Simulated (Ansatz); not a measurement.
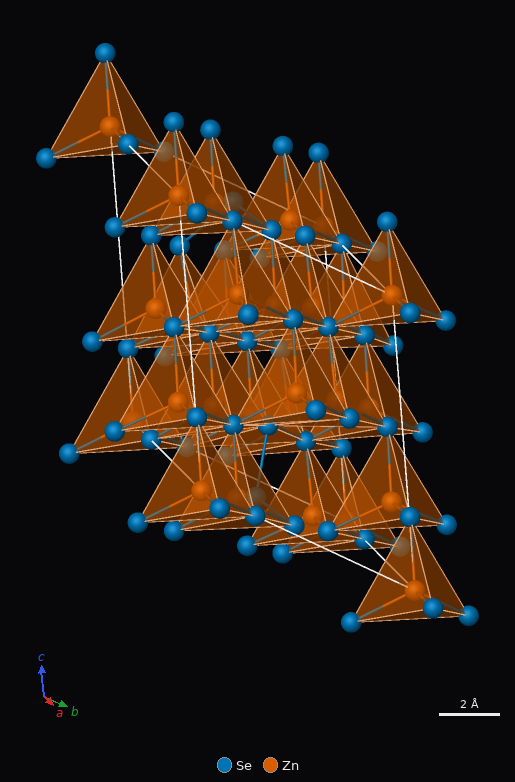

**Figure 1.** The structure as given in the input (polyhedral view of the cell of the calculation, seen slightly off an axis; polyhedra are completed across the faces of the cell). An atom can appear more than once, as a periodic image.

Zn₁₅Se₁₇ (charge +1): geometry relaxation (part 1 of 3)

System: Zn₁₅Se₁₇ (defect cell, 32 atoms in the cell, total charge +1).
Method: DFT PBE, scalar-relativistic, plane waves, PAW, spin-polarised (Ansatz 0.2.0).

The structure derives from a Materials Project entry. It belongs to a series of runs on one base structure; here: Se on a Zn site (a), charge +1, atoms relaxed at the host's cell.

**What the program printed**
```
Engine: ansatz 0.2.0, aarch64-unknown-linux-gnu
Pseudopotentials: kind: paw
Pseudopotential: Se, paw, valence charge 16, recommended cutoff 420 eV (normal), Se.paw.azcp
Pseudopotential: Zn, paw, valence charge 12, recommended cutoff 420 eV (normal), Zn.paw.azcp
Functional definition: PBE
  parameter kappa = 0.804
  parameter beta = 0.06672455060314922
  exchange = pbe_x(kappa = kappa, mu = beta*pi^2/3)
  correlation = pbe_c(beta = beta)
Crystal: 32 atoms, lattice volume = 753.224 Å³
Basis set: ecut = 420 eV, 14771 PW (Γ), exchange–correlation on 144×144×144 points (8 copies of the dense FFT grid, shifted against one another)
Bands: 272, of which v1, the nominal top of the filled ones, is band 226 counted from 1 (225 counted from 0)
Symmetry: 1 space group operations
Space group: P1 (ITA 1), of the structure as read, at distance tolerance 9.1e-5 Å
Magnetic group: BNS 1.1 (UNI 1), of the structure as read, at distance tolerance 9.1e-5 Å
k-points: 4 of 8 (time reversal used)
Non-local potential: Se, projectors of the file, l = 0: 2, l = 1: 2, l = 2: 3, l = 3: 1
Non-local potential: Zn, projectors of the file, l = 0: 2, l = 1: 2, l = 2: 3, l = 3: 1
PAW form: soft (Blöchl's): semilocal exchange-correlation on the pseudo side does not see the compensation charge
PAW one-centre angular grid: Se, 590 points (default); XC on 64 Gauss nodes
PAW one-centre angular grid: Zn, 590 points (default); XC on 64 Gauss nodes
Initial density: superposition of atomic densities (chi_scale 0.1, normalization cell, long waves kept (reshape's long-wave potential 0.30 eV rms))
Starting moments: Σ|m| = 1 μB on 5 of 32 sites
Initial wavefunctions: pseudopotential atomic-orbital guess
Functional: x = pbe(κ = 0.804, μ = 0.2195149727645171), c = pbe(β = 0.06672455060314922)
SCF iter   1: F=—  HF=-142796.778142 eV  |F-HF|=—  |Δ(HF+E_count)|=         —  Δρ=3.31e-2 (↑3.31e-2 ↓3.25e-2)  dr2=3.77e1  dr2_m=2.98e-1  M=0.500 μB ∫|m|=0.528 μB  β_m=0.30  ethr=3.10e-3  ⟨swp⟩=6.0  Hψ=8448  notcnv=0
preconditioner: auto → Resta (q_TF=auto, 2.505 Å⁻¹)  ε∞=4.6  [insulator: Δε(μ)=0.052 eV  Ē_g=12.000 eV  σ=0.010 eV  W_gap=0.61  n_scr=200 (ndim 8)  ℏωp=22.7 eV  f_vac=0.071  D(μ)=38.01/eV (n_scr^D=368)  ε∞_Penn≈4.6]
spin=Collinear: Resta preconditioning applied to the charge; magnetization (m = ρ↑ − ρ↓) channel mixes plain (no charge-response kernel on spin).
SCF iter   2: F=—  HF=-142789.399321 eV  |F-HF|=—  |Δ(HF+E_count)|=    7.38e0  Δρ=1.74e-2 (↑1.74e-2 ↓1.69e-2)  dr2=1.11e1  dr2_m=1.84e-1  M=0.924 μB ∫|m|=0.959 μB  β_m=0.30  ethr=3.10e-3  ⟨swp⟩=2.0  Hψ=3542  notcnv=0  defer=326
SCF iter   3: F=—  HF=-142786.529139 eV  |F-HF|=—  |Δ(HF+E_count)|=    2.87e0  Δρ=6.87e-3 (↑6.87e-3 ↓5.69e-3)  dr2=9.61e-1  dr2_m=7.00e-2  M=0.500 μB ∫|m|=0.543 μB  β_m=0.30  ethr=2.46e-3  ⟨swp⟩=3.9  Hψ=3584  notcnv=0  defer=329
SCF iter   4: F=—  HF=-142786.205882 eV  |F-HF|=—  |Δ(HF+E_count)|=   3.23e-1  Δρ=3.74e-3 (↑3.74e-3 ↓3.03e-3)  dr2=2.07e-1  dr2_m=3.81e-2  M=0.677 μB ∫|m|=0.715 μB  β_m=0.30  ethr=2.13e-4  ⟨swp⟩=2.0  Hψ=4351  notcnv=0  defer=329
SCF iter   5: F=—  HF=-142786.235027 eV  |F-HF|=—  |Δ(HF+E_count)|=   2.91e-2  Δρ=2.70e-3 (↑2.70e-3 ↓2.50e-3)  dr2=8.45e-2  dr2_m=2.54e-2  M=0.885 μB ∫|m|=0.928 μB  β_m=0.30  ethr=4.59e-5  ⟨swp⟩=2.0  Hψ=2948  notcnv=0  defer=329
SCF iter   6: F=—  HF=-142786.272682 eV  |F-HF|=—  |Δ(HF+E_count)|=   3.77e-2  Δρ=1.98e-3 (↑1.58e-3 ↓1.98e-3)  dr2=3.14e-2  dr2_m=1.79e-2  M=1.000 μB ∫|m|=1.051 μB  β_m=0.30  ethr=1.87e-5  ⟨swp⟩=3.0  Hψ=3690  notcnv=0  defer=329
SCF iter   7: F=—  HF=-142786.269767 eV  |F-HF|=—  |Δ(HF+E_count)|=   2.91e-3  Δρ=1.41e-3 (↑1.16e-3 ↓1.41e-3)  dr2=9.96e-3  dr2_m=9.29e-3  M=1.000 μB ∫|m|=1.057 μB  β_m=0.30  ethr=6.96e-6  ⟨swp⟩=3.0  Hψ=3713  notcnv=0  defer=329
SCF iter   8: F=—  HF=-142786.271563 eV  |F-HF|=—  |Δ(HF+E_count)|=   1.80e-3  Δρ=9.68e-4 (↑7.77e-4 ↓9.68e-4)  dr2=1.56e-3  dr2_m=4.94e-3  M=1.000 μB ∫|m|=1.063 μB  β_m=0.30  ethr=2.21e-6  ⟨swp⟩=2.0  Hψ=3344  notcnv=0  defer=329
Mixer restart at iter 8: flushing history
spin-set hold released at iteration 8 (site moments contracting): the magnetisation degrees of freedom join the quasi-Newton model from the next iteration; the mixer history was flushed
SCF iter   9: F=—  HF=-142786.274546 eV  |F-HF|=—  |Δ(HF+E_count)|=   2.98e-3  Δρ=7.18e-4 (↑5.75e-4 ↓7.18e-4)  dr2=9.79e-4  dr2_m=2.69e-3  M=1.000 μB ∫|m|=1.069 μB  β_m=0.65  ethr=3.45e-7  ⟨swp⟩=2.0  Hψ=3663  notcnv=0  defer=329
SCF iter  10: F=—  HF=-142786.279218 eV  |F-HF|=—  |Δ(HF+E_count)|=   4.67e-3  Δρ=9.79e-5 (↑8.18e-5 ↓9.79e-5)  dr2=2.94e-4  dr2_m=2.82e-5  M=1.000 μB ∫|m|=1.086 μB  β_m=0.63  ethr=2.17e-7  ⟨swp⟩=2.5  Hψ=3738  notcnv=0  defer=329
SCF iter  11: F=—  HF=-142786.279283 eV  |F-HF|=—  |Δ(HF+E_count)|=   6.59e-5  Δρ=4.98e-5 (↑4.40e-5 ↓4.98e-5)  dr2=6.99e-5  dr2_m=4.33e-6  M=1.000 μB ∫|m|=1.088 μB  β_m=0.76  ethr=6.53e-8  ⟨swp⟩=2.0  Hψ=3651  notcnv=0  defer=329
SCF iter  12: F=—  HF=-142786.279333 eV  |F-HF|=—  |Δ(HF+E_count)|=   4.95e-5  Δρ=2.85e-5 (↑2.61e-5 ↓2.85e-5)  dr2=1.81e-5  dr2_m=3.13e-7  M=1.000 μB ∫|m|=1.089 μB  β_m=0.70  ethr=1.55e-8  ⟨swp⟩=2.0  Hψ=2971  notcnv=0  defer=329
SCF iter  13: F=-142786.279343 eV  HF=-142786.279339 eV  |F-HF|=4.54e-6  |Δ(HF+E_count)|=   5.62e-6  Δρ=8.96e-6 (↑8.96e-6 ↓8.48e-6)  dr2=3.69e-6  dr2_m=2.31e-8  M=1.000 μB ∫|m|=1.089 μB  ethr=3.46e-9  ⟨swp⟩=16.2  Hψ=23559  notcnv=0
SCF 1 converged in 13 iterations: F = -142786.279343 eV  dr2 = 3.69e-6
  greatest PAW one-centre occupation: 1.000 electrons in one spin orbital (limit 2), on the Se atom at site 0 (counted from 0), in its partial waves of l = 2
relax step   1: F+E_penalty+E_count = -142786.27934307 eV  Δ(F+E_penalty+E_count) = +0.000e0 eV  max|allowed force component| = 3.942e-1 eV/Å  Δτ_max = 0.0000 Å  (13 SCF iters, dr2 threshold 1.56e-5 eV, accepted)
Initial density: handed on by an earlier stage of this run
Starting moments: Σ|m| = 1 μB on 5 of 32 sites; this step starts from the density that it was given
Initial wavefunctions: those handed on with the density
iter 1 solved again at ethr=4.51e-5 eV; its pass at ethr=3.10e-3 eV (dr2=2.03e-1 eV) is discarded
SCF iter   1: F=—  HF=-142786.454214 eV  |F-HF|=—  |Δ(HF+E_count)|=         —  Δρ=3.89e-3 (↑3.89e-3 ↓2.89e-3)  dr2=2.05e-1  dr2_m=5.09e-2  M=1.000 μB ∫|m|=1.096 μB  β_m=0.30  ethr=4.51e-5  ⟨swp⟩=1.0  Hψ=6575  notcnv=0  defer=328
preconditioner: auto → Resta (q_TF=auto, 2.505 Å⁻¹)  ε∞=5.4  [insulator: Δε(μ)=0.265 eV  Ē_g=10.764 eV  σ=0.010 eV  W_gap=1.00  n_scr=200 (ndim 8)  ℏωp=22.7 eV  f_vac=0.126  D(μ)=0.00/eV (n_scr^D=0)  ε∞_Penn≈5.4]
spin=Collinear: Resta preconditioning applied to the charge; magnetization (m = ρ↑ − ρ↓) channel mixes plain (no charge-response kernel on spin).
SCF iter   2: F=—  HF=-142786.438344 eV  |F-HF|=—  |Δ(HF+E_count)|=   1.59e-2  Δρ=2.75e-3 (↑2.75e-3 ↓2.03e-3)  dr2=8.16e-2  dr2_m=2.71e-2  M=1.000 μB ∫|m|=1.095 μB  β_m=0.59  ethr=4.51e-5  ⟨swp⟩=2.0  Hψ=2616  notcnv=0  defer=328
SCF iter   3: F=—  HF=-142786.440022 eV  |F-HF|=—  |Δ(HF+E_count)|=   1.68e-3  Δρ=5.38e-4 (↑3.95e-4 ↓5.38e-4)  dr2=2.14e-3  dr2_m=1.00e-3  M=1.000 μB ∫|m|=1.098 μB  β_m=0.71  ethr=1.81e-5  ⟨swp⟩=3.0  Hψ=3714  notcnv=0  defer=329
SCF iter   4: F=—  HF=-142786.441311 eV  |F-HF|=—  |Δ(HF+E_count)|=   1.29e-3  Δρ=2.26e-4 (↑1.78e-4 ↓2.26e-4)  dr2=7.83e-4  dr2_m=7.29e-5  M=1.000 μB ∫|m|=1.101 μB  β_m=0.69  ethr=4.73e-7  ⟨swp⟩=2.0  Hψ=3751  notcnv=0  defer=329
SCF iter   5: F=—  HF=-142786.441347 eV  |F-HF|=—  |Δ(HF+E_count)|=   3.54e-5  Δρ=8.68e-5 (↑8.12e-5 ↓8.68e-5)  dr2=1.69e-4  dr2_m=1.81e-6  M=1.000 μB ∫|m|=1.103 μB  β_m=0.61  ethr=1.74e-7  ⟨swp⟩=2.0  Hψ=3623  notcnv=0  defer=329
SCF iter   6: F=—  HF=-142786.441313 eV  |F-HF|=—  |Δ(HF+E_count)|=   3.42e-5  Δρ=3.19e-5 (↑2.85e-5 ↓3.19e-5)  dr2=3.70e-5  dr2_m=1.27e-6  M=1.000 μB ∫|m|=1.103 μB  β_m=0.77  ethr=3.75e-8  ⟨swp⟩=2.0  Hψ=3614  notcnv=0  defer=329
iter 7 did not close the SCF: its close was put off for a magnetic moment that had not settled (scf_convergence_deferred on its scf_iter line)
SCF iter   7: F=-142786.441351 eV  HF=-142786.441346 eV  |F-HF|=4.98e-6  |Δ(HF+E_count)|=   3.38e-5  Δρ=1.06e-5 (↑8.87e-6 ↓1.06e-5)  dr2=4.35e-6  dr2_m=9.05e-8  M=1.000 μB ∫|m|=1.103 μB  β_m=0.86  ethr=2.15e-9  ⟨swp⟩=14.9  Hψ=20504  notcnv=0
SCF iter   8: F=-142786.441352 eV  HF=-142786.441352 eV  |F-HF|=4.73e-8  |Δ(HF+E_count)|=   5.99e-6  Δρ=4.44e-6 (↑3.94e-6 ↓4.44e-6)  dr2=6.49e-7  dr2_m=1.08e-8  M=1.000 μB ∫|m|=1.103 μB  ethr=9.66e-10  ⟨swp⟩=7.0  Hψ=15708  notcnv=0
SCF 2 converged in 8 iterations: F = -142786.441352 eV  dr2 = 6.49e-7
[... from here on the iterations of each SCF are left out, up to the last one ...]
relax step   2: F+E_penalty+E_count = -142786.44135235 eV  Δ(F+E_penalty+E_count) = -1.620e-1 eV  max|allowed force component| = 2.600e-1 eV/Å  Δτ_max = 0.1956 Å  (8 SCF iters, dr2 threshold 9.71e-6 eV, accepted)
preconditioner: auto → Resta (q_TF=auto, 2.505 Å⁻¹)  ε∞=5.4  [insulator: Δε(μ)=0.385 eV  Ē_g=10.761 eV  σ=0.010 eV  W_gap=1.00  n_scr=200 (ndim 8)  ℏωp=22.7 eV  f_vac=0.127  D(μ)=0.00/eV (n_scr^D=0)  ε∞_Penn≈5.4]
spin=Collinear: Resta preconditioning applied to the charge; magnetization (m = ρ↑ − ρ↓) channel mixes plain (no charge-response kernel on spin).
SCF 3 converged in 8 iterations: F = -142786.479337 eV  dr2 = 6.74e-7
relax step   3: F+E_penalty+E_count = -142786.47933690 eV  Δ(F+E_penalty+E_count) = -3.798e-2 eV  max|allowed force component| = 2.286e-1 eV/Å  Δτ_max = 0.1909 Å  (8 SCF iters, dr2 threshold 4.22e-6 eV, accepted)
preconditioner: auto → Resta (q_TF=auto, 2.505 Å⁻¹)  ε∞=5.4  [insulator: Δε(μ)=0.381 eV  Ē_g=10.765 eV  σ=0.010 eV  W_gap=1.00  n_scr=200 (ndim 8)  ℏωp=22.7 eV  f_vac=0.127  D(μ)=0.00/eV (n_scr^D=0)  ε∞_Penn≈5.4]
spin=Collinear: Resta preconditioning applied to the charge; magnetization (m = ρ↑ − ρ↓) channel mixes plain (no charge-response kernel on spin).
SCF 4 converged in 5 iterations: F = -142786.501857 eV  dr2 = 1.01e-5
relax step   4: F+E_penalty+E_count = -142786.50185683 eV  Δ(F+E_penalty+E_count) = -2.252e-2 eV  max|allowed force component| = 6.055e-2 eV/Å  Δτ_max = 0.0457 Å  (5 SCF iters, dr2 threshold 2.27e-5 eV, accepted)
SCF iter   1: F=—  HF=-142786.506343 eV  |F-HF|=—  |Δ(HF+E_count)|=         —  Δρ=6.60e-4 (↑6.60e-4 ↓6.18e-4)  dr2=3.49e-3  dr2_m=1.36e-3  M=1.000 μB ∫|m|=1.093 μB  β_m=0.30  ethr=1.44e-5  ⟨swp⟩=3.0  Hψ=3778  notcnv=0  defer=329
preconditioner: auto → Resta (q_TF=auto, 2.505 Å⁻¹)  ε∞=5.4  [insulator: Δε(μ)=0.384 eV  Ē_g=10.765 eV  σ=0.010 eV  W_gap=1.00  n_scr=200 (ndim 8)  ℏωp=22.7 eV  f_vac=0.127  D(μ)=0.00/eV (n_scr^D=0)  ε∞_Penn≈5.4]
spin=Collinear: Resta preconditioning applied to the charge; magnetization (m = ρ↑ − ρ↓) channel mixes plain (no charge-response kernel on spin).
SCF iter   2: F=—  HF=-142786.506097 eV  |F-HF|=—  |Δ(HF+E_count)|=   2.46e-4  Δρ=4.60e-4 (↑4.60e-4 ↓4.36e-4)  dr2=1.55e-3  dr2_m=6.95e-4  M=1.000 μB ∫|m|=1.093 μB  β_m=0.62  ethr=7.74e-7  ⟨swp⟩=2.0  Hψ=3137  notcnv=0  defer=329
SCF iter   3: F=—  HF=-142786.506132 eV  |F-HF|=—  |Δ(HF+E_count)|=   3.46e-5  Δρ=5.21e-5 (↑4.51e-5 ↓5.21e-5)  dr2=3.59e-5  dr2_m=6.31e-6  M=1.000 μB ∫|m|=1.093 μB  β_m=0.67  ethr=3.43e-7  ⟨swp⟩=2.0  Hψ=3582  notcnv=0  defer=329
SCF iter   4: F=—  HF=-142786.505801 eV  |F-HF|=—  |Δ(HF+E_count)|=   3.31e-4  Δρ=2.71e-5 (↑2.54e-5 ↓2.71e-5)  dr2=1.44e-5  dr2_m=6.52e-7  M=1.000 μB ∫|m|=1.093 μB  β_m=0.65  ethr=7.95e-9  ⟨swp⟩=2.0  Hψ=3651  notcnv=0  defer=329
SCF iter   5: F=—  HF=-142786.505799 eV  |F-HF|=—  |Δ(HF+E_count)|=   1.29e-6  Δρ=8.82e-6 (↑8.21e-6 ↓8.82e-6)  dr2=2.79e-6  dr2_m=9.51e-8  M=1.000 μB ∫|m|=1.093 μB  β_m=0.64  ethr=3.19e-9  ⟨swp⟩=2.0  Hψ=2932  notcnv=0  defer=329
SCF iter   6: F=—  HF=-142786.505800 eV  |F-HF|=—  |Δ(HF+E_count)|=   2.79e-7  Δρ=3.10e-6 (↑3.01e-6 ↓3.10e-6)  dr2=3.96e-7  dr2_m=5.45e-9  M=1.000 μB ∫|m|=1.093 μB  β_m=0.74  ethr=6.19e-10  ⟨swp⟩=2.0  Hψ=3651  notcnv=0  defer=329
SCF iter   7: F=-142786.505800 eV  HF=-142786.505800 eV  |F-HF|=4.71e-8  |Δ(HF+E_count)|=   2.62e-7  Δρ=1.16e-6 (↑1.15e-6 ↓1.16e-6)  dr2=6.88e-8  dr2_m=2.30e-10  M=1.000 μB ∫|m|=1.093 μB  ethr=2.22e-11  ⟨swp⟩=13.0  Hψ=15458  notcnv=0
SCF 5 converged in 7 iterations: F = -142786.505800 eV  dr2 = 6.88e-8
relax step   5: F+E_penalty+E_count = -142786.50579982 eV  Δ(F+E_penalty+E_count) = -3.943e-3 eV  max|allowed force component| = 2.390e-2 eV/Å  Δτ_max = 0.0349 Å  (7 SCF iters, accepted)
```

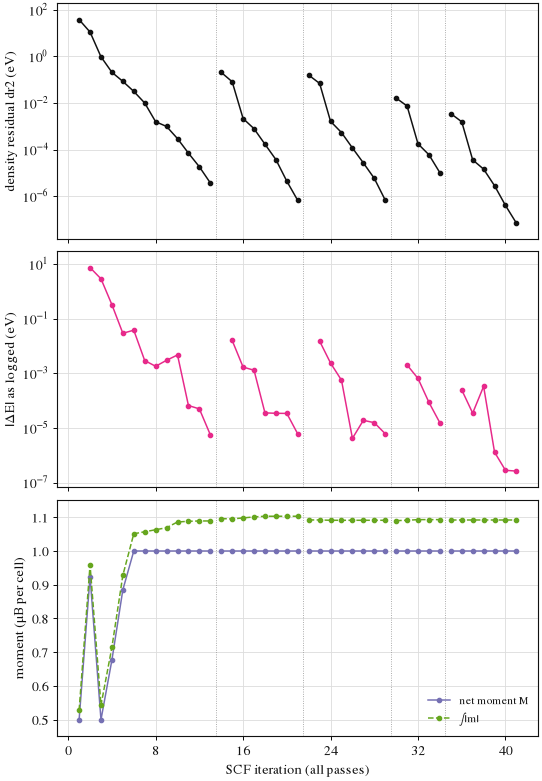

**Figure 2.** Convergence of the self-consistent field: density residual dr2, size of the energy change and magnetic moment against the SCF iteration. The dotted lines part the SCF passes of the relaxation: geometry steps, rejected trials and re-solves on a re-selected basis. The 5 passes take 5 to 13 iterations each, 41 in all. The net moment goes from 0.5 to 1.0 μB per cell.

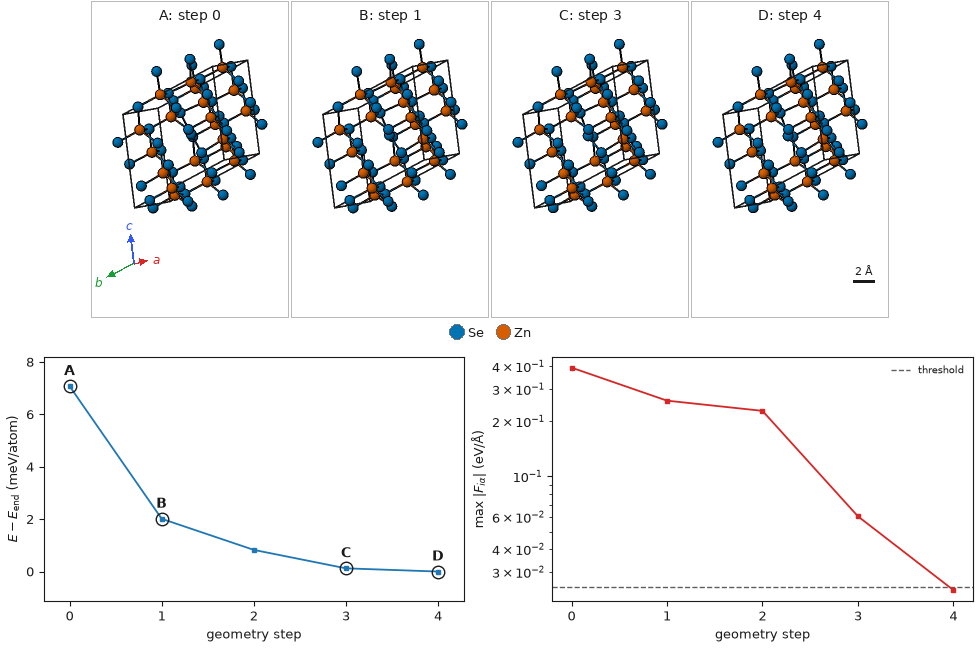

**Figure 3.** Frames of the relaxation (ball-and-stick view of the cell of the calculation (origin shifted), with bonded neighbours outside it, seen at an oblique angle) above the curves, on which the letters mark them (the first geometry is step 0 here and step 1 in the log).

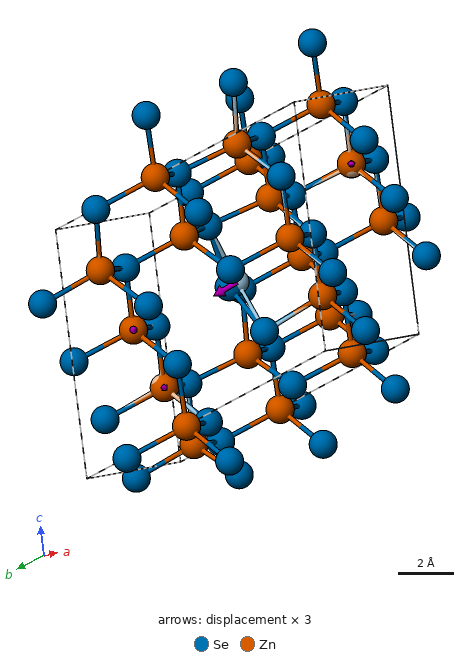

**Figure 4.** Start (faint) and end (solid) with the displacements as pink arrows, magnified 3 times (ball-and-stick view of the cell of the calculation (origin shifted), with bonded neighbours outside it, seen at an oblique angle). Over 4 geometry steps the energy falls by 7.1 meV per atom. Largest force component: 0.39 eV/Å at the start, 0.024 eV/Å at the end. The largest move is that of Se1, 0.35 Å. By element the largest moves are Se 0.35 Å, Zn 0.09 Å. The cell stays as it was. Distances before and after: Zn13–Se17 2.391 → 2.454 Å, Zn6–Se17 2.403 → 2.453 Å, Zn15–Se26 2.469 → 2.517 Å, Zn4–Se17 2.406 → 2.453 Å. Among the angles that change: Se1–Se32–Zn16 85.5° → 94.2°, Se1–Se28–Zn12 86.4° → 94.3°, Se17–Zn4–Se20 113.8° → 109.1°. (Atoms are counted from 1 in the order of the input.)

```
SCF converged after 7 iterations
Magnetization: 1.0000 μB (226.0000 up, 225.0000 down)
Absolute magnetization: 1.0625 μB (∫|ρ↑−ρ↓|, with the PAW one-centre terms)
Spin contamination: 0.0023 ħ² per cell (⟨S²⟩ above its minimum at these occupations)
Per-site moments (μB) at R_I (Å): [(0.26505269135624426, 1.0621879407311663), (0.0015042891898833517, 1.0103934823188139), (0.0019722265452234724, 1.0167553418658937), (0.004457473359453681, 1.0119697659178877), (0.0014898254162975639, 1.0107349417905378), (0.004397207177140102, 1.0119507925663078), (0.0015135034399817936, 1.0106419941308498), (0.001996882252694172, 1.0167450854730056), (0.0015051972716516085, 1.0102974789278583), (0.002294993635434946, 1.0144851578383307), (0.0019735058458019076, 1.016802249042361), (0.002365396914980605, 1.014283881394665), (0.004388483011086255, 1.0120941247668276), (0.0014954898476296783, 1.0106338106876587), (0.00151468264777167, 1.010646994737584), (0.0022857165056031008, 1.014378455724075), (0.2090885999529644, 1.0119507925663078), (0.0017385199318350872, 1.0103934823188139), (0.00287459364002196, 1.0138529239891316), (0.011152858559938961, 1.0167450854730056), (0.001656548216603315, 1.0107349417905378), (0.011036713789811145, 1.016802249042361), (0.0016766908419514547, 1.0106419941308498), (0.0029660020265650875, 1.0141335462492822), (0.0017322667242756324, 1.0102974789278583), (0.015472501291332605, 1.0336672590960674), (0.002862742178101425, 1.0139071740484682), (0.015437304743883627, 1.0345173454983987), (0.011026786133465302, 1.0167553418658937), (0.001666394369489691, 1.0106338106876587), (0.001687687251544605, 1.010646994737584), (0.01541153576762759, 1.0331903305911445)]
Free energy (F): -142786.505800 eV
Harris-Foulkes:  -142786.505800 eV  (|F-HF|=4.71e-8)
Internal energy: -142786.505800 eV  (E = F + TS)
E sigma→0 (E₀):  -142786.505800 eV
Fermi energy:    6.803912 eV
--- Per-component energies (eV) ---
  E_band       = -6659.711490
  E_kinetic    = 3965.649697
  E_local      = -71581.298893  (includes V_loc(G=0)·N_el)
  E_nonlocal   = -910.580332
  E_hartree    = 33270.909989
  E_xc         = -3814.827945
  E_vxc        = -2429.314214  (∫ρ·V_xc dr)
  E_paw        = -59918.718839  (= ΣΔE_a)
  E_vpaw       = -2245.963744  (= ΣTr[D̂ρ^β])
  E_aug_tail   = -0.015166  (compensation charges beyond the density's cutoff)
  E_ewald      = -43797.624310
  E_smearing   = -0.000000  (= −TS)
  E_closure    = -0.000000  (closes the sum)
  E_deformation_potential = 12.186724  (in the stress; not in F)
  Σ components = -142786.505800   (vs F -142786.505800, Δ=0.00e0)
```
